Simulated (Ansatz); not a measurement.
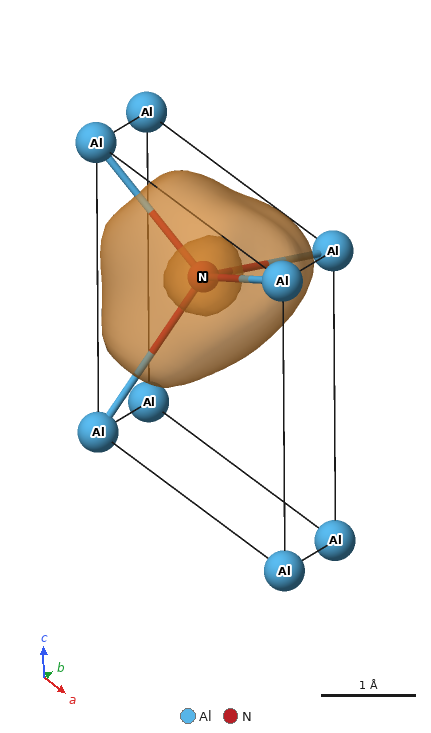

AlN. Isosurface of the ELF at 0.65 (orange), seen slightly off an axis. Only the valence region is drawn (cores and ρ < 0.01 e/Å³ removed). Sticks mark near contacts.

Space group P1; a structure from a database of computed crystals, not necessarily the ambient phase; not relaxed (largest force 1.4 eV/Å); computed pressure about 5 GPa in this cell.

Method: Ansatz, DFT PBE, scalar-relativistic, plane waves, PAW.

Core electrons are frozen (PAW), and the valence fields are smoothed inside the atomic spheres.

```cif
data_structure
_symmetry_space_group_name_H-M 'P 1'
_symmetry_Int_Tables_number 1
_cell_length_a 2.9005
_cell_length_b 3.0134
_cell_length_c 3.1257
_cell_angle_alpha 92.214
_cell_angle_beta 115.667
_cell_angle_gamma 116.079
_cell_volume 21.21
loop_
_atom_site_label
_atom_site_type_symbol
_atom_site_fract_x
_atom_site_fract_y
_atom_site_fract_z
_atom_site_occupancy
Al1 Al 0.99684 0.00084 0.99838 1
N1 N 0.50316 0.24916 0.75162 1
```

> Identify the bonds, lone pairs and shells in this picture.

The surface consists of one region on N in which the atom's valence shell and bonds are merged, counted in one cell of 2 atoms. Any copies at cell faces, edges or corners count once.

Values along the shortest contacts:
Al–N (1.80 Å): the ELF peaks at about 0.90 in the valence shell of N, 0.7 Å from its nucleus, and is about 0.85 at the midpoint. Al–N (1.96 Å): the ELF peaks at about 0.90 in the valence shell of N, 0.8 Å from its nucleus, and is about 0.85 at the midpoint.

> Metal or insulator at this level of theory?

It is gapped, with a Kohn–Sham gap of 2.6 eV on the k-point mesh, an upper bound to the gap of this method.
